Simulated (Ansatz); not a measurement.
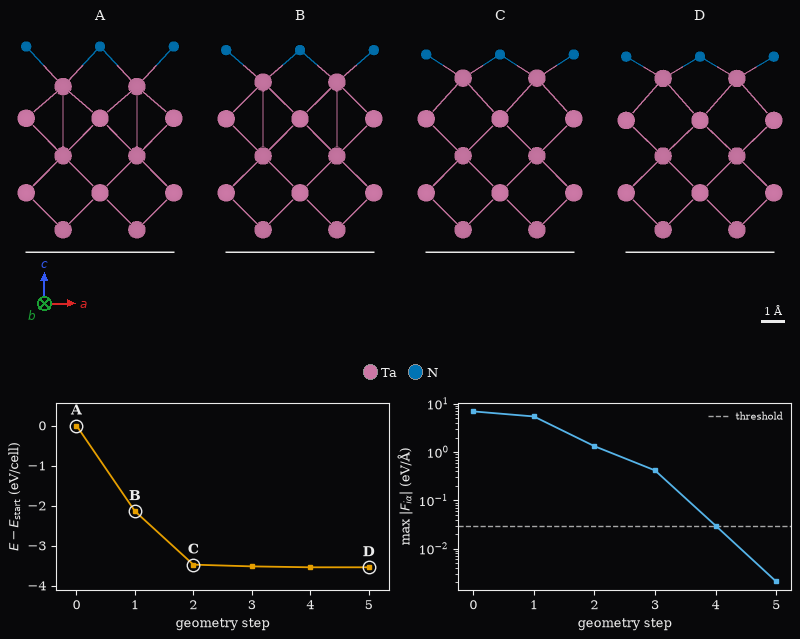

Frames of a constrained relaxation of a slab of composition Ta₅N (cut from the Im-3m phase), marked on the history of the run. A ball-and-stick model of the 2 × 2 repeat of the cell, outlined in the plane, without the vacuum, seen along the b axis.

Case: N put at a bridge Ta-Ta site. The slab is the (1 0 0) face of Ta with N on it. 2 atoms are held fixed.

Method: DFT PBEsol, scalar-relativistic, plane waves, PAW (Ansatz).

The input:
```yaml
crystal:
  lattice:
    - [3.2805195246, 0.0, 0.0]
    - [0.0, 3.2805195246, 0.0]
    - [0.0, 0.0, 25.5610390493]
  atoms:
    - { symbol: Ta, position: [0.5, 0.5, 0.3325373427] }
    - { symbol: Ta, position: [0.0, 0.0, 0.3967076512] }
    - { symbol: Ta, position: [0.5, 0.5, 0.4611411122] }
    - { symbol: Ta, position: [0.0, 0.0, 0.5263369554] }
    - { symbol: Ta, position: [0.5, 0.5, 0.5815099114] }
    - { symbol: "N", position: [0.0, 0.5, 0.6511471432] }
basis:
  ecutwfc: 420
kpoints:
  mp_grid: { grid: [9, 9, 1] }
hamiltonian:
  xc: pbesol
scf:
  occupations: { method: gaussian, width: 0.1 }
output:
  forces: true
  eigenvalues: true
  write_density: true
  write_potential: true
  elf: true
  volumetric_format: npy
relax:
  adjacent_minimum: "off"
  f_tol: 0.03
  max_steps: 70
  constraints: [{ sites: [0, 1] }]
efield:
  axis: 3
  dipole_correction: true
  ramp_width: 0.04
```

Command:
```bash
ansatz run input.yaml --threads 1 --pin off --max-ram 2560MiB --backend cpu --events-out ev --progress --plain --runs-dir out
```

Describe the path.

The energy falls by 3.542 eV per cell of the calculation in 5 geometry steps. The largest force component goes from 6.9 to 0.0021 eV/Å. The largest move is that of N6, 0.45 Å along the normal (−c). By element the largest moves are N 0.45 Å, Ta 0.36 Å. The cell doesn't change. Among the contacts that change: Ta5–N6 2.421 → 1.906 Å, Ta3–Ta5 3.077 → 3.447 Å, Ta4–Ta5 2.715 → 2.976 Å, Ta2–Ta4 3.313 → 3.219 Å. Bond angles that change, for instance: Ta5–N6–Ta5 85.3° → 118.8°, N6–Ta5–N6 85.3° → 118.8°, Ta4–Ta5–Ta4 117.4° → 102.4°. From step 0 to 1: Ta5 moves most (0.20 Å), energy −2.140 eV per cell of the calculation. From step 1 to 2: N6 moves most (0.19 Å), energy −1.336 eV per cell of the calculation. From step 2 to 5: N6 moves most (0.09 Å), energy −66.1 meV per cell of the calculation.

Limits of the set-up: the periodic images lie only 3.3 Å apart, so the values are limited by the cell's size.
